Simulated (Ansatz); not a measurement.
**Zn16Se15 (cell with a defect): density, localisation and related maps**

```yaml
crystal:
  lattice:
    - [5.73176, -5.73176, 5.73176]
    - [-5.73176, 5.73176, 5.73176]
    - [-5.73176, -5.73176, -5.73176]
  atoms:
    - { symbol: Zn, position: [0.21034, 0.80432, 0.99977] }
    - { symbol: Zn, position: [0.50202, 0.74763, 0.75956] }
    - { symbol: Zn, position: [0.74652, 0.75391, 0.50731] }
    - { symbol: Zn, position: [0.05301, 0.96144, 0.99984] }
    - { symbol: Zn, position: [0.24962, 0.99986, 0.70419] }
    - { symbol: Zn, position: [0.99925, 0.74950, 0.25226] }
    - { symbol: Zn, position: [0.76087, 0.25121, 0.99976] }
    - { symbol: Zn, position: [0.49643, 0.98888, 0.49233] }
    - { symbol: Zn, position: [0.74212, 0.98772, 0.24014] }
    - { symbol: Zn, position: [0.99787, 0.25279, 0.75956] }
    - { symbol: Zn, position: [0.50117, 0.51134, 0.99958] }
    - { symbol: Zn, position: [0.23871, 0.24630, 0.49189] }
    - { symbol: Zn, position: [0.74668, 0.49685, 0.74712] }
    - { symbol: Zn, position: [0.54548, 0.29577, 0.29587] }
    - { symbol: Zn, position: [0.00374, 0.49639, 0.50707] }
    - { symbol: Zn, position: [0.23778, 0.49304, 0.23997] }
    - { symbol: Se, position: [0.50424, 0.99905, 0.75091] }
    - { symbol: Se, position: [0.75164, 0.00171, 0.50001] }
    - { symbol: Se, position: [0.00427, 0.22803, 0.99972] }
    - { symbol: Se, position: [0.24883, 0.25443, 0.75062] }
    - { symbol: Se, position: [0.99601, 0.99446, 0.24368] }
    - { symbol: Se, position: [0.74818, 0.49834, 0.99971] }
    - { symbol: Se, position: [0.49287, 0.24294, 0.49868] }
    - { symbol: Se, position: [0.75297, 0.24779, 0.24854] }
    - { symbol: Se, position: [0.00035, 0.50280, 0.75570] }
    - { symbol: Se, position: [0.47684, 0.75460, 0.99972] }
    - { symbol: Se, position: [0.25138, 0.50161, 0.49958] }
    - { symbol: Se, position: [0.75228, 0.75056, 0.75583] }
    - { symbol: Se, position: [0.49774, 0.50334, 0.24862] }
    - { symbol: Se, position: [0.99415, 0.74423, 0.50078] }
    - { symbol: Se, position: [0.24433, 0.74687, 0.24378] }
```

The program warned that a starting moment wasn't kept; spin-polarised, but the moments vanished.

Method: DFT PBE, scalar-relativistic, plane waves, PAW (Ansatz).

The density is the valence pseudo-density of a PAW calculation; it isn't the true density close to the nuclei.

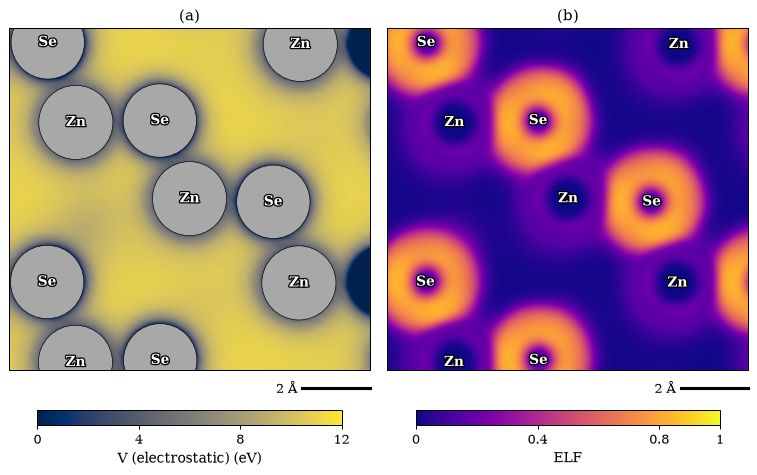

Figure 1. (a) electrostatic potential (local pseudopotential plus Hartree) felt by an electron; (b) electron localisation function on the (100) plane of the calculation cell. Grey discs cover the atomic cores in the potential map.

Question: Read the bonding off the picture.

Answer: The plane passes through Zn and Se nuclei. Zn–Se (2.47 Å): the ELF is about 0.60 at the midpoint. Zn–Se (2.50 Å): the ELF is about 0.60 at the midpoint. Outside the cores the potential energy rises away from the atoms and is highest about 2.3 Å from the nearest atoms; its zero is arbitrary.

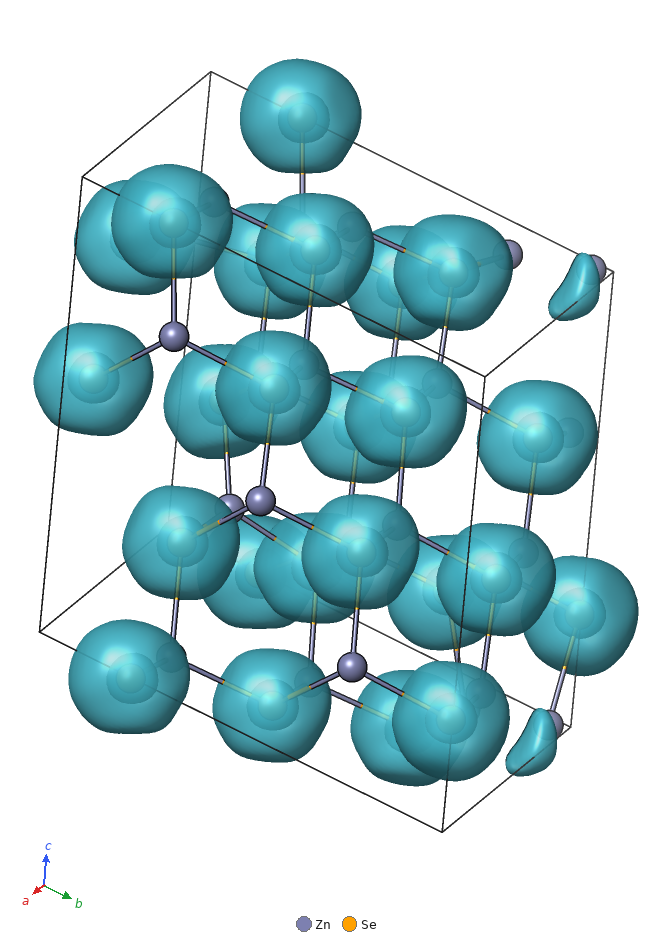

Figure 2. Isosurface of the ELF at 0.65 (cyan), seen slightly off an axis. Only the valence region is drawn (cores and ρ < 0.01 e/Å³ removed). Sticks mark near contacts.

Question: Describe the localisation domains.

Answer: At this value the surface marks out 15 regions wrapped around Se (the valence shell of each) and one pocket between the atoms, centred on no nucleus (multi-centre or interstitial), counted in one cell of 31 atoms. Regions shared between cells count once. Profiles from the grid: Zn–Se (2.41 Å): the ELF is about 0.60 at the midpoint. Zn–Se (2.46 Å): the ELF is about 0.60 at the midpoint.

Question: Does the calculation give a band gap?

Answer: It is gapped, with a Kohn–Sham gap of 1.9 eV on the k-point mesh (the band edges may lie off the mesh, which would make the gap smaller).
